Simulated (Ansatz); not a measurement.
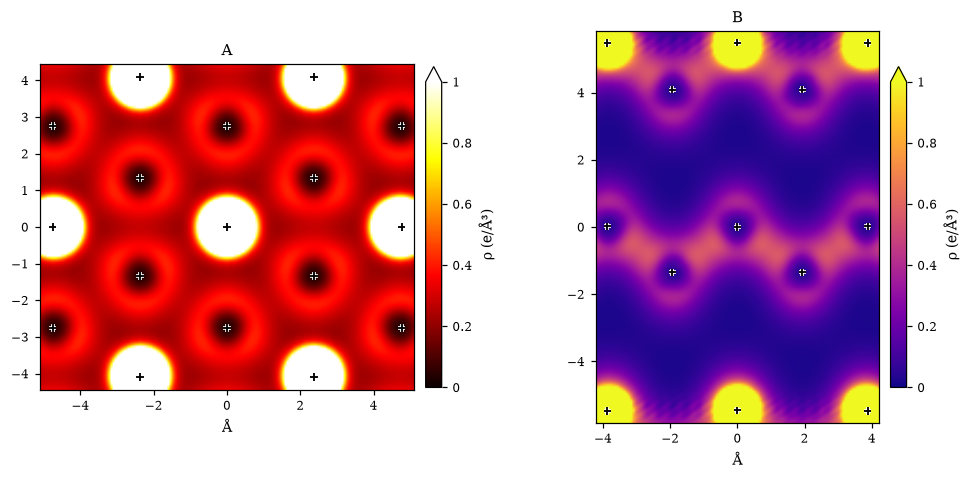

The valence electron density of 2 systems, each on a plane through atoms (crosses mark nuclei in the plane).

Method: Ansatz, DFT PBEsol, scalar-relativistic, plane waves, PAW.

System 1: Si$_{13}$Ge$_{3}$, the (101̄) plane of the conventional cell. Space group Cm; a generated structure, not necessarily the stable one.

```yaml
crystal:
  lattice:
    - [5.47132, -5.47132, 10.94398]
    - [5.47366, 5.47366, 0.00000]
    - [-5.47206, 5.47206, 0.00073]
  atoms:
    - { symbol: Ge, position: [0.12353, 0.00000, 0.37652] }
    - { symbol: Ge, position: [0.62353, 0.50000, 0.37652] }
    - { symbol: Ge, position: [0.12504, 0.50000, 0.37514] }
    - { symbol: Ge, position: [0.62504, 0.00000, 0.37514] }
    - { symbol: Si, position: [0.37636, 0.25277, 0.37640] }
    - { symbol: Si, position: [0.87636, 0.75277, 0.37640] }
    - { symbol: Si, position: [0.37636, 0.74723, 0.37640] }
    - { symbol: Si, position: [0.87636, 0.24723, 0.37640] }
    - { symbol: Si, position: [0.37492, 0.25012, 0.87492] }
    - { symbol: Si, position: [0.87492, 0.75012, 0.87492] }
    - { symbol: Si, position: [0.37492, 0.74988, 0.87492] }
    - { symbol: Si, position: [0.87492, 0.24988, 0.87492] }
    - { symbol: Si, position: [0.12361, 0.00000, 0.87087] }
    - { symbol: Si, position: [0.62361, 0.50000, 0.87087] }
    - { symbol: Si, position: [0.12506, 0.50000, 0.87494] }
    - { symbol: Si, position: [0.62506, 0.00000, 0.87494] }
    - { symbol: Si, position: [0.49728, 0.24994, 0.24724] }
    - { symbol: Si, position: [0.99728, 0.74994, 0.24724] }
    - { symbol: Si, position: [0.49728, 0.75006, 0.24724] }
    - { symbol: Si, position: [0.99728, 0.25006, 0.24724] }
    - { symbol: Ge, position: [0.25145, 0.00000, 0.24840] }
    - { symbol: Ge, position: [0.75145, 0.50000, 0.24840] }
    - { symbol: Si, position: [0.25130, 0.50000, 0.24847] }
    - { symbol: Si, position: [0.75130, 0.00000, 0.24847] }
    - { symbol: Si, position: [0.25134, 0.00000, 0.75420] }
    - { symbol: Si, position: [0.75134, 0.50000, 0.75420] }
    - { symbol: Si, position: [0.25130, 0.50000, 0.75410] }
    - { symbol: Si, position: [0.75130, 0.00000, 0.75410] }
    - { symbol: Si, position: [0.00013, 0.75001, 0.75012] }
    - { symbol: Si, position: [0.50013, 0.25001, 0.75012] }
    - { symbol: Si, position: [0.00013, 0.24999, 0.75012] }
    - { symbol: Si, position: [0.50013, 0.74999, 0.75012] }
```

System 2: TiSi$_{2}$, the (001) plane of the conventional cell. Space group Fddd; computed without spin polarisation.

```cif
data_structure
_symmetry_space_group_name_H-M 'P 1'
_symmetry_Int_Tables_number 1
_cell_length_a 4.7618
_cell_length_b 8.1821
_cell_length_c 8.4961
_cell_angle_alpha 90.000
_cell_angle_beta 90.000
_cell_angle_gamma 90.000
_cell_volume 331.02
loop_
_atom_site_label
_atom_site_type_symbol
_atom_site_fract_x
_atom_site_fract_y
_atom_site_fract_z
_atom_site_occupancy
Ti1 Ti 0.25000 0.25000 0.75000 1
Ti2 Ti 0.25000 0.75000 0.25000 1
Ti3 Ti 0.75000 0.75000 0.75000 1
Ti4 Ti 0.75000 0.25000 0.25000 1
Ti5 Ti 0.00000 0.00000 0.50000 1
Ti6 Ti 0.00000 0.50000 0.00000 1
Ti7 Ti 0.50000 0.50000 0.50000 1
Ti8 Ti 0.50000 0.00000 0.00000 1
Si1 Si 0.25000 0.58617 0.75000 1
Si2 Si 0.25000 0.08617 0.25000 1
Si3 Si 0.75000 0.08617 0.75000 1
Si4 Si 0.75000 0.58617 0.25000 1
Si5 Si 0.25000 0.91383 0.75000 1
Si6 Si 0.25000 0.41383 0.25000 1
Si7 Si 0.75000 0.41383 0.75000 1
Si8 Si 0.75000 0.91383 0.25000 1
Si9 Si 0.00000 0.66383 0.50000 1
Si10 Si 0.00000 0.16383 0.00000 1
Si11 Si 0.50000 0.16383 0.50000 1
Si12 Si 0.50000 0.66383 0.00000 1
Si13 Si 0.00000 0.33617 0.50000 1
Si14 Si 0.00000 0.83617 0.00000 1
Si15 Si 0.50000 0.83617 0.50000 1
Si16 Si 0.50000 0.33617 0.00000 1
```

Question: Which map belongs to which system?

Answer: Panel A is system 2, TiSi$_{2}$: the plane holds Ti and Si. Ti–Si (2.75 Å): ρ at the midpoint is about 0.25 e/Å³. Panel B is system 1, Si$_{13}$Ge$_{3}$: the plane holds Ge and Si. Si–Si (2.36 Å): the density is about 0.56 e/Å³ at the midpoint.
